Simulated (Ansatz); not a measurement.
# How much does Pd in Au(111), 2x2 scatter?, part 2 of 2

How strong a scatterer is Pd in Au(111), 2x2, and does relaxation matter?

Ansatz 0.2.0; Ansatz plane-wave DFT, PBE, PAW files; ballistic transport by layer matching (Landauer), zero bias; PAW set soft_1 (the session's first sound run).

So far, resistivity per at.% scaled from this dense plane, with the factor 3/4 for isotropic scattering (µΩ cm): step 3 (resistance at ideal sites) 0.875.

**4. Relaxing the neighbours**

The neighbours of the defect are let go while the lead's layers stay on their sites, since a lead must repeat to 0.01 Å.

This step: Ansatz plane-wave DFT, PBE, PAW files; relaxation with the lead's layers held; PAW set soft_1 (Ansatz 0.2.0).

File input.yaml:

```yaml
crystal:
  lattice:
    - [5.7675164607, 0.0, 0.0]
    - [-2.8837582304, 4.9948157718, 0.0]
    - [-1.4418791152, 0.8324692953, 25.9003660885]
  atoms:
    - { symbol: Au, position: [0.0075757576, 0.9924242424, 0.0454545455] }
    - { symbol: Au, position: [0.0075757576, 0.4924242424, 0.0454545455] }
    - { symbol: Au, position: [0.5075757576, 0.9924242424, 0.0454545455] }
    - { symbol: Au, position: [0.5075757576, 0.4924242424, 0.0454545455] }
    - { symbol: Au, position: [0.1893939394, 0.3106060606, 0.1363636364] }
    - { symbol: Au, position: [0.1893939394, 0.8106060606, 0.1363636364] }
    - { symbol: Au, position: [0.6893939394, 0.3106060606, 0.1363636364] }
    - { symbol: Au, position: [0.6893939394, 0.8106060606, 0.1363636364] }
    - { symbol: Au, position: [0.3712121212, 0.1287878788, 0.2272727273] }
    - { symbol: Au, position: [0.3712121212, 0.6287878788, 0.2272727273] }
    - { symbol: Au, position: [0.8712121212, 0.1287878788, 0.2272727273] }
    - { symbol: Au, position: [0.8712121212, 0.6287878788, 0.2272727273] }
    - { symbol: Au, position: [0.053030303, 0.946969697, 0.3181818182] }
    - { symbol: Au, position: [0.053030303, 0.446969697, 0.3181818182] }
    - { symbol: Au, position: [0.553030303, 0.946969697, 0.3181818182] }
    - { symbol: Au, position: [0.553030303, 0.446969697, 0.3181818182] }
    - { symbol: Au, position: [0.2348484848, 0.2651515152, 0.4090909091] }
    - { symbol: Au, position: [0.2348484848, 0.7651515152, 0.4090909091] }
    - { symbol: Au, position: [0.7348484848, 0.2651515152, 0.4090909091] }
    - { symbol: Au, position: [0.7348484848, 0.7651515152, 0.4090909091] }
    - { symbol: Pd, position: [0.4166666667, 0.0833333333, 0.5] }
    - { symbol: Au, position: [0.4166666667, 0.5833333333, 0.5] }
    - { symbol: Au, position: [0.9166666667, 0.0833333333, 0.5] }
    - { symbol: Au, position: [0.9166666667, 0.5833333333, 0.5] }
    - { symbol: Au, position: [0.0984848485, 0.9015151515, 0.5909090909] }
    - { symbol: Au, position: [0.0984848485, 0.4015151515, 0.5909090909] }
    - { symbol: Au, position: [0.5984848485, 0.9015151515, 0.5909090909] }
    - { symbol: Au, position: [0.5984848485, 0.4015151515, 0.5909090909] }
    - { symbol: Au, position: [0.2803030303, 0.2196969697, 0.6818181818] }
    - { symbol: Au, position: [0.2803030303, 0.7196969697, 0.6818181818] }
    - { symbol: Au, position: [0.7803030303, 0.2196969697, 0.6818181818] }
    - { symbol: Au, position: [0.7803030303, 0.7196969697, 0.6818181818] }
    - { symbol: Au, position: [0.4621212121, 0.0378787879, 0.7727272727] }
    - { symbol: Au, position: [0.4621212121, 0.5378787879, 0.7727272727] }
    - { symbol: Au, position: [0.9621212121, 0.0378787879, 0.7727272727] }
    - { symbol: Au, position: [0.9621212121, 0.5378787879, 0.7727272727] }
    - { symbol: Au, position: [0.1439393939, 0.8560606061, 0.8636363636] }
    - { symbol: Au, position: [0.1439393939, 0.3560606061, 0.8636363636] }
    - { symbol: Au, position: [0.6439393939, 0.8560606061, 0.8636363636] }
    - { symbol: Au, position: [0.6439393939, 0.3560606061, 0.8636363636] }
    - { symbol: Au, position: [0.3257575758, 0.1742424242, 0.9545454545] }
    - { symbol: Au, position: [0.3257575758, 0.6742424242, 0.9545454545] }
    - { symbol: Au, position: [0.8257575758, 0.1742424242, 0.9545454545] }
    - { symbol: Au, position: [0.8257575758, 0.6742424242, 0.9545454545] }
kpoints:
  mp_grid: { grid: [5, 5, 1] }
hamiltonian:
  xc: pbe
  pseudopotentials: { kind: paw, azcp: { folder: soft_1 } }
scf:
  occupations: { method: fermi_dirac, width: 0.1 }
relax:
  f_tol: 0.03
  max_steps: 40
  constraints:
    - { sites: [0, 1, 2, 3, 4, 5, 6, 7, 8, 9, 10, 11, 32, 33, 34, 35, 36, 37, 38, 39, 40, 41, 42, 43] }
```

Command:

```sh
ansatz run input.yaml --threads 4 --pin off --max-ram 15360MiB --backend cpu --events-out ev --progress --plain --runs-dir out
```

Numbers of over 12 decimals in the logs are rounded to 6 here.

The log of the run:

```text
[...]
Crystal: 44 atoms, lattice volume = 746.130 Å³
Basis set: ecut = 420 eV, 14649 PW (Γ), exchange–correlation on 80×80×360 points (8 copies of the dense FFT grid, shifted against one another)
Bands: 501, of which v1, the nominal top of the filled ones, is band 418 counted from 1 (417 counted from 0)
Symmetry: 4 space group operations
[...]
k-points: 9 of 25
[...]
SCF iter   1: F=—  HF=-572490.985031 eV  |F-HF|=—  |Δ(HF+E_count)|=         —  Δρ=7.46e-2  dr2=3.06e2  ethr=3.10e-3  ⟨swp⟩=4.0  Hψ=13440  notcnv=0  defer=91
[...]
SCF iter   9: F=-572474.057001 eV  HF=-572474.057004 eV  |F-HF|=3.04e-6  |Δ(HF+E_count)|=   3.19e-8  Δρ=1.26e-5  dr2=3.75e-6  ethr=2.69e-9  ⟨swp⟩=3.0  Hψ=10323  notcnv=0
SCF 1 converged in 9 iterations: F = -572474.057001 eV  dr2 = 3.75e-6
[...]
relax step   1: F+E_penalty+E_count = -572474.05700057 eV  Δ(F+E_penalty+E_count) = +0.000e0 eV  max|allowed force component| = 1.616e-1 eV/Å  Δτ_max = 0.0000 Å  (9 SCF iters, dr2 threshold 2.25e-5 eV, accepted)
[...]
iter 1 solved again at ethr=2.02e-5 eV; its pass at ethr=3.10e-3 eV (dr2=1.69e-1 eV) is discarded
[...]
SCF iter   7: F=-572474.040621 eV  HF=-572474.040621 eV  |F-HF|=4.52e-7  |Δ(HF+E_count)|=   7.26e-8  Δρ=2.60e-6  dr2=4.87e-7  ethr=1.96e-10  ⟨swp⟩=3.0  Hψ=11685  notcnv=0
SCF 2 converged in 7 iterations: F = -572474.040621 eV  dr2 = 4.87e-7
[...]
relax step   2: F+E_penalty+E_count = -572474.04062079 eV  Δ(F+E_penalty+E_count) = +1.638e-2 eV  max|allowed force component| = 2.430e-1 eV/Å  Δτ_max = 0.0596 Å  (7 SCF iters, dr2 threshold 1.63e-6 eV, rejected (line search))
SCF iter   1: F=—  HF=-572474.073304 eV  |F-HF|=—  |Δ(HF+E_count)|=         —  Δρ=1.31e-3  dr2=3.07e-2  ethr=5.01e-5  ⟨swp⟩=5.0  Hψ=8353  notcnv=0  defer=538
[...]
SCF iter   9: F=-572474.071017 eV  HF=-572474.071017 eV  |F-HF|=5.48e-8  |Δ(HF+E_count)|=   2.21e-9  Δρ=3.75e-7  dr2=5.53e-8  ethr=1.20e-11  ⟨swp⟩=2.0  Hψ=8309  notcnv=0
SCF 3 converged in 9 iterations: F = -572474.071017 eV  dr2 = 5.53e-8
relax step   3: F+E_penalty+E_count = -572474.07101661 eV  Δ(F+E_penalty+E_count) = -1.402e-2 eV  max|allowed force component| = 1.592e-2 eV/Å  Δτ_max = 0.0255 Å  (9 SCF iters, accepted)
SCF converged after 9 iterations
Free energy (F): -572474.071017 eV
[...]
Internal energy: -572473.509689 eV  (E = F + TS)
E sigma→0 (E₀):  -572473.790353 eV
Entropy (-TS):   -0.561327 eV (-12.757 meV/atom)
Fermi energy:    20.599026 eV
[...]
--- Forces (eV/Å), atoms counted from 1 ---
  atom   1  Au    -0.00191183    -0.00131933    -0.00030318
  atom   2  Au    -0.00089362     0.00051593     0.00576336
  atom   3  Au     0.00148948    -0.00085995    -0.00341169
  atom   4  Au     0.00018666     0.00231536    -0.00030318
  atom   5  Au     0.00096124    -0.00055497    -0.00281163
  atom   6  Au     0.00109083     0.00177735     0.00027771
  atom   7  Au    -0.00099382    -0.00183337     0.00027771
  atom   8  Au    -0.00051641     0.00029815     0.00155860
  atom   9  Au    -0.00143243     0.00082701     0.04371452
  atom  10  Au    -0.00721535    -0.00470771     0.04547970
  atom  11  Au     0.00046933     0.00860253     0.04547970
  atom  12  Au     0.00730239    -0.00421604     0.04280989
  atom  13  Au     0.00100065     0.00052383    -0.00294035
  atom  14  Au    -0.00020177     0.00011649     0.00713824
  atom  15  Au    -0.00103629     0.00059830    -0.00319124
  atom  16  Au     0.00004668    -0.00112850    -0.00294035
  atom  17  Au    -0.00122555     0.00070757    -0.00059187
  atom  18  Au    -0.00066423    -0.00084224    -0.00048399
  atom  19  Au     0.00039729     0.00099636    -0.00048399
  atom  20  Au    -0.00082869     0.00047844    -0.01591634
  atom  21  Pd     0.00000000     0.00000000     0.00000000
  atom  22  Au     0.00000000     0.00000000     0.00000000
  atom  23  Au     0.00000000     0.00000000     0.00000000
  atom  24  Au     0.00000000    -0.00000000     0.00000000
  atom  25  Au    -0.00039729    -0.00099636     0.00048399
  atom  26  Au     0.00082869    -0.00047844     0.01591634
  atom  27  Au     0.00122555    -0.00070757     0.00059187
  atom  28  Au     0.00066423     0.00084224     0.00048399
  atom  29  Au     0.00103629    -0.00059830     0.00319124
  atom  30  Au    -0.00004668     0.00112850     0.00294035
  atom  31  Au    -0.00100065    -0.00052383     0.00294035
  atom  32  Au     0.00020177    -0.00011649    -0.00713824
  atom  33  Au     0.00143243    -0.00082701    -0.04371452
  atom  34  Au     0.00721535     0.00470771    -0.04547970
  atom  35  Au    -0.00046933    -0.00860253    -0.04547970
  atom  36  Au    -0.00730239     0.00421604    -0.04280989
  atom  37  Au     0.00099382     0.00183337    -0.00027771
  atom  38  Au     0.00051641    -0.00029815    -0.00155860
  atom  39  Au    -0.00096124     0.00055497     0.00281163
  atom  40  Au    -0.00109083    -0.00177735    -0.00027771
  atom  41  Au    -0.00148948     0.00085995     0.00341169
  atom  42  Au    -0.00018666    -0.00231536     0.00030318
  atom  43  Au     0.00191183     0.00131933     0.00030318
  atom  44  Au     0.00089362    -0.00051593    -0.00576336
  max |Σ_I F_I| component: 1.39e-17 eV/Å
--- Relaxed structure (3 steps of the walk, 2 accepted, 0 SCFs on fresh bases) ---
  F+E_penalty+E_count = -572474.07101661 eV   max|allowed force component| = 1.592e-2 eV/Å
  atoms:
    - { symbol: Au, position: [0.00757576, 0.992424, 0.045455] }
    - { symbol: Au, position: [0.00757576, 0.492424, 0.045455] }
    - { symbol: Au, position: [0.507576, 0.992424, 0.045455] }
    - { symbol: Au, position: [0.507576, 0.492424, 0.045455] }
    - { symbol: Au, position: [0.189394, 0.310606, 0.1363636364] }
    - { symbol: Au, position: [0.189394, 0.810606, 0.136364] }
    - { symbol: Au, position: [0.689394, 0.310606, 0.136364] }
    - { symbol: Au, position: [0.689394, 0.810606, 0.136364] }
    - { symbol: Au, position: [0.371212, 0.128788, 0.227273] }
    - { symbol: Au, position: [0.371212, 0.628788, 0.227273] }
    - { symbol: Au, position: [0.871212, 0.128788, 0.227273] }
    - { symbol: Au, position: [0.871212, 0.628788, 0.227273] }
    - { symbol: Au, position: [0.053225, 0.947082, 0.318457] }
    - { symbol: Au, position: [0.053049, 0.446951, 0.318702] }
    - { symbol: Au, position: [0.552895, 0.947105, 0.318447] }
    - { symbol: Au, position: [0.552918, 0.446775, 0.318457] }
    - { symbol: Au, position: [0.235671, 0.264329, 0.410014] }
    - { symbol: Au, position: [0.235612, 0.766707, 0.410018] }
    - { symbol: Au, position: [0.733293, 0.264388, 0.410018] }
    - { symbol: Au, position: [0.734694, 0.765306, 0.409257] }
    - { symbol: Pd, position: [0.416667, 0.083333, 0.500000] }
    - { symbol: Au, position: [0.416667, 0.583333, 0.500000] }
    - { symbol: Au, position: [0.916667, 0.083333, 0.500000] }
    - { symbol: Au, position: [0.916667, 0.583333, 0.500000] }
    - { symbol: Au, position: [0.100040, 0.902278, 0.589982] }
    - { symbol: Au, position: [0.098639, 0.401361, 0.590743] }
    - { symbol: Au, position: [0.597662, 0.902338, 0.589986] }
    - { symbol: Au, position: [0.597722, 0.399960, 0.589982] }
    - { symbol: Au, position: [0.280439, 0.219561, 0.681553] }
    - { symbol: Au, position: [0.280415, 0.719891, 0.681543] }
    - { symbol: Au, position: [0.780109, 0.219585, 0.681543] }
    - { symbol: Au, position: [0.780285, 0.719715, 0.681298] }
    - { symbol: Au, position: [0.462121, 0.037879, 0.772727] }
    - { symbol: Au, position: [0.462121, 0.537879, 0.772727] }
    - { symbol: Au, position: [0.962121, 0.037879, 0.772727] }
    - { symbol: Au, position: [0.962121, 0.537879, 0.772727] }
    - { symbol: Au, position: [0.143939, 0.856061, 0.863636] }
    - { symbol: Au, position: [0.143939, 0.356061, 0.863636] }
    - { symbol: Au, position: [0.643939, 0.856061, 0.863636] }
    - { symbol: Au, position: [0.643939, 0.356061, 0.863636] }
    - { symbol: Au, position: [0.325758, 0.174242, 0.954545] }
    - { symbol: Au, position: [0.325758, 0.674242, 0.954545] }
    - { symbol: Au, position: [0.825758, 0.174242, 0.954545] }
    - { symbol: Au, position: [0.825758, 0.674242, 0.954545] }
```

Run time: 6 min. Hardware: 4 threads of Arm Neoverse N1, shared host; peak memory 6.6 GiB.

Relaxation path:

```csv
step,energy less that of the first step (eV),largest force component (eV/Å)
1,0.0000,0.1616
2,0.0164,0.2430
3,-0.0140,0.0159
```

Relaxation step 2 was tried and not accepted.

The run keeps the 4 symmetry operations that it works with, so distortions that break them were not tested.

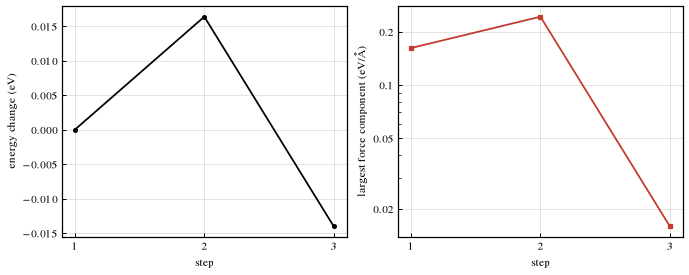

Energy and largest force along the relaxation.

The atoms that moved most (Å):

```csv
atom,dx,dy,dz,length
Au18,-0.001,0.009,0.024,0.026
Au19,-0.008,-0.003,0.024,0.026
Au25,0.008,0.003,-0.024,0.026
Au28,0.001,-0.009,-0.024,0.026
Au17,0.006,-0.003,0.024,0.025
Au27,-0.006,0.003,-0.024,0.025
Au14,-0.001,0.000,0.013,0.013
Au32,0.001,0.000,-0.013,0.013
```

This step gave:

* free energy: -572474.0710 eV
* energy at zero smearing: -572473.7904 eV

The largest force component on a free atom ends at 0.016 eV/Å, under the tolerance of 0.03, after 3 steps.

**5. Transmission after relaxation, relaxed yes**

The transmission is solved again on the relaxed atoms.

This step: Ansatz plane-wave DFT, PBE, PAW files; ballistic transport by layer matching (Landauer), zero bias; PAW set soft_1 (Ansatz 0.2.0).

File input.yaml:

```yaml
crystal:
  lattice:
    - [5.7675164608, 0.0, 0.0]
    - [-2.8837582304, 4.9948157717, 0.0]
    - [-1.4418791152, 0.8324692953, 25.9003660885]
  atoms:
    - { symbol: Au, position: [0.0075757576, 0.9924242424, 0.0454545455] }
    - { symbol: Au, position: [0.0075757576, 0.4924242424, 0.0454545455] }
    - { symbol: Au, position: [0.5075757576, 0.9924242424, 0.0454545455] }
    - { symbol: Au, position: [0.5075757576, 0.4924242424, 0.0454545455] }
    - { symbol: Au, position: [0.1893939394, 0.3106060606, 0.1363636364] }
    - { symbol: Au, position: [0.1893939394, 0.8106060606, 0.1363636364] }
    - { symbol: Au, position: [0.6893939394, 0.3106060606, 0.1363636364] }
    - { symbol: Au, position: [0.6893939394, 0.8106060606, 0.1363636364] }
    - { symbol: Au, position: [0.3712121212, 0.1287878788, 0.2272727273] }
    - { symbol: Au, position: [0.3712121212, 0.6287878788, 0.2272727273] }
    - { symbol: Au, position: [0.8712121212, 0.1287878788, 0.2272727273] }
    - { symbol: Au, position: [0.8712121212, 0.6287878788, 0.2272727273] }
    - { symbol: Au, position: [0.0532246406, 0.9470816786, 0.3184568558] }
    - { symbol: Au, position: [0.0530485869, 0.4469514131, 0.3187022834] }
    - { symbol: Au, position: [0.5528946196, 0.9471053804, 0.3184472316] }
    - { symbol: Au, position: [0.5529183214, 0.4467753594, 0.3184568558] }
    - { symbol: Au, position: [0.2356709757, 0.2643290243, 0.4100139944] }
    - { symbol: Au, position: [0.2356116156, 0.7667068476, 0.4100181828] }
    - { symbol: Au, position: [0.7332931524, 0.2643883844, 0.4100181828] }
    - { symbol: Au, position: [0.7346939375, 0.7653060625, 0.4092574882] }
    - { symbol: Pd, position: [0.4166666667, 0.0833333333, 0.5] }
    - { symbol: Au, position: [0.4166666667, 0.5833333333, 0.5] }
    - { symbol: Au, position: [0.9166666667, 0.0833333333, 0.5] }
    - { symbol: Au, position: [0.9166666667, 0.5833333333, 0.5] }
    - { symbol: Au, position: [0.1000401809, 0.9022782823, 0.5899818172] }
    - { symbol: Au, position: [0.0986393959, 0.4013606041, 0.5907425118] }
    - { symbol: Au, position: [0.5976623576, 0.9023376424, 0.5899860056] }
    - { symbol: Au, position: [0.5977217177, 0.3999598191, 0.5899818172] }
    - { symbol: Au, position: [0.2804387137, 0.2195612863, 0.6815527684] }
    - { symbol: Au, position: [0.2804150119, 0.7198913073, 0.6815431442] }
    - { symbol: Au, position: [0.7801086927, 0.2195849881, 0.6815431442] }
    - { symbol: Au, position: [0.7802847464, 0.7197152536, 0.6812977166] }
    - { symbol: Au, position: [0.4621212121, 0.0378787879, 0.7727272727] }
    - { symbol: Au, position: [0.4621212121, 0.5378787879, 0.7727272727] }
    - { symbol: Au, position: [0.9621212121, 0.0378787879, 0.7727272727] }
    - { symbol: Au, position: [0.9621212121, 0.5378787879, 0.7727272727] }
    - { symbol: Au, position: [0.1439393939, 0.8560606061, 0.8636363636] }
    - { symbol: Au, position: [0.1439393939, 0.3560606061, 0.8636363636] }
    - { symbol: Au, position: [0.6439393939, 0.8560606061, 0.8636363636] }
    - { symbol: Au, position: [0.6439393939, 0.3560606061, 0.8636363636] }
    - { symbol: Au, position: [0.3257575758, 0.1742424242, 0.9545454545] }
    - { symbol: Au, position: [0.3257575758, 0.6742424242, 0.9545454545] }
    - { symbol: Au, position: [0.8257575758, 0.1742424242, 0.9545454545] }
    - { symbol: Au, position: [0.8257575758, 0.6742424242, 0.9545454545] }
kpoints:
  mp_grid: { grid: [5, 5, 1] }
hamiltonian:
  xc: pbe
  pseudopotentials: { kind: paw, azcp: { folder: soft_1 } }
scf:
  occupations: { method: fermi_dirac, width: 0.1 }
output:
  transmission:
    leads: [[0, 4]]
    kmesh: [10, 10]
    e_range: [-0.05, 0.05]
    de: 0.05
  write_potential: true
  write_density: true
  volumetric_format: npy
```

The log of the run:

```text
[...]
Crystal: 44 atoms, lattice volume = 746.130 Å³
Basis set: ecut = 420 eV, 14649 PW (Γ)
Bands: 501, of which v1, the nominal top of the filled ones, is band 418 counted from 1 (417 counted from 0)
Symmetry: 4 space group operations
[...]
k-points: 9 of 25
[...]
SCF iter   1: F=—  HF=-572490.974484 eV  |F-HF|=—  |Δ(HF+E_count)|=         —  Δρ=7.46e-2  dr2=3.05e2  ethr=3.10e-3  ⟨swp⟩=4.0  Hψ=13441  notcnv=0  defer=94
[...]
SCF iter  11: F=-572474.070866 eV  HF=-572474.070866 eV  |F-HF|=2.20e-8  |Δ(HF+E_count)|=   1.96e-8  Δρ=1.00e-6  dr2=2.83e-8  ethr=1.20e-11  ⟨swp⟩=9.6  Hψ=17865  notcnv=0
SCF 1 converged in 11 iterations: F = -572474.070866 eV  dr2 = 2.83e-8
[...]
transmission: 112 of 1085 steps passed
transmission: 220 of 1085 steps passed
[...]
transmission: 1085 of 1085 steps passed
SCF converged after 11 iterations
Free energy (F): -572474.070866 eV
[...]
Internal energy: -572473.509538 eV  (E = F + TS)
E sigma→0 (E₀):  -572473.790202 eV
Entropy (-TS):   -0.561328 eV (-12.757 meV/atom)
Fermi energy:    20.599024 eV
[...]
--- Band table (eV; the first three rows and the last of 9) ---
  k-point 0: bands = [... 414 lower, 20.6154, 21.0690, 21.0806, 21.3884, 21.4044, 21.4076, 21.4249, 21.5924, ... 79 higher]
  k-point 1: bands = [... 414 lower, 20.4147, 20.4895, 20.5550, 20.5825, 20.6697, 20.7626, 20.7720, 20.8268, ... 79 higher]
  k-point 2: bands = [... 414 lower, 20.3937, 20.4077, 20.4765, 20.5598, 20.6594, 20.7708, 21.0228, 21.0352, ... 79 higher]
  k-point 8: bands = [... 414 lower, 20.3767, 20.4058, 20.4748, 20.5291, 20.5750, 20.8028, 20.8038, 20.8551, ... 79 higher]
--- Transmission ---
  basis      : 253 plane waves across, 35 finite elements along
  points     : 31, standing for a mesh of 10 x 10
[...]
channels       : 3.210000e0 a spin
[...]
junction   : crystal 0 to crystal 0, 0.69 to 24.24 Å
    transmission   : 3.029215e0 a spin
[...]
```

Run time: 10 min. Hardware: 4 threads; peak memory 6.4 GiB.

This step gave:

```
free energy                                    : -572474.0709 eV
energy at zero smearing                        : -572473.7902 eV
transmission per spin nearest the Fermi level  : 3.029
open channels per spin nearest the Fermi level : 3.21
step of the lead's potential                   : 4.1 meV
```

Per spin. Table of transmission, zone mean by energy, zero at the Fermi level:

| energy (eV) | transmission, zone mean |
| --- | --- |
| -0.0500 | 3.02 |
| 0.0000 | 3.03 |
| 0.0500 | 3.03 |

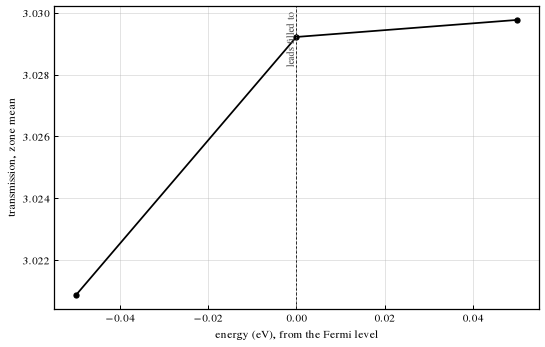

Transmission, zone mean against energy.

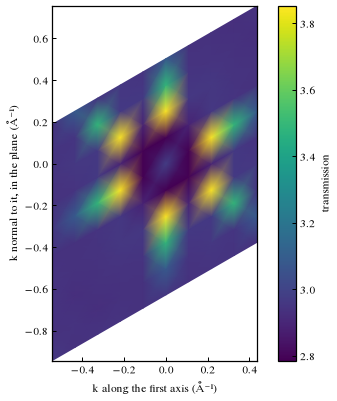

Transmission over k1 and k2. At 0.0000 eV from the Fermi level.

Over the solved energies the transmission per spin lies between 3.02 and 3.03, out of 3.21 channels of the lead on average (up to 3.21).

**6. Resistance after relaxation**

This step: Ansatz plane-wave DFT, PBE, PAW files; ballistic transport by layer matching (Landauer), zero bias; area resistance of the defect plane and resistivity an atomic per cent; PAW set soft_1 (Ansatz 0.2.0).

This step gave:

- area resistance: 0.07018 fΩ m²
- T over the leads' mean channel count: 0.9429
- resistivity per at.% scaled from this dense plane, with the factor 3/4 for isotropic scattering: 0.8942 µΩ cm

Averaged over the energies near the Fermi level, 94.3 % of the channels pass, which makes 0.0702 fΩ m², against 0.0687 on ideal sites.

**7. Results**

| Property | Result |
| --- | --- |
| share of channels that pass, rigid | 0.944 |
| area resistance, rigid | 0.0687 fΩ m² |
| resistivity per at.% from the area resistance, times 3/4, rigid | 0.875 µΩ cm |
| share of channels that pass, relaxed | 0.943 |
| area resistance, relaxed | 0.0702 fΩ m² |
| resistivity per at.% from the area resistance, times 3/4, relaxed | 0.894 µΩ cm |

**Reading.** The plane of defects adds 0.070 fΩ m². Scaled to one atomic per cent that is 1.2 µΩ cm as it stands and 0.89 with the factor 3/4 for isotropic scattering on a spherical Fermi surface. These are rough estimates of the dilute value, not bounds. One Pd in each 2x2 cell reflects 5.7 % of the lead's channels. The relaxed cell differs by 2.1 % in resistance; between the two runs the lead's own channel count goes from 3.19 to 3.21, so sampling may have a part in it. The defects form a dense periodic sheet that scatters coherently, unlike a dilute random alloy. T and N are means over the solved energies nearest the Fermi level. Spin-orbit coupling is left out, which matters for Au.

[Logs are printed without paths, hosts, clocks, repeated set-up lines and the standing remarks that a program may print on its own settings, such as how far it seeks lower states.]

[Hosts, paths, dates, database ids (printed as entryN), source tags and the programs' standing remarks are cut or masked in the printed files.]
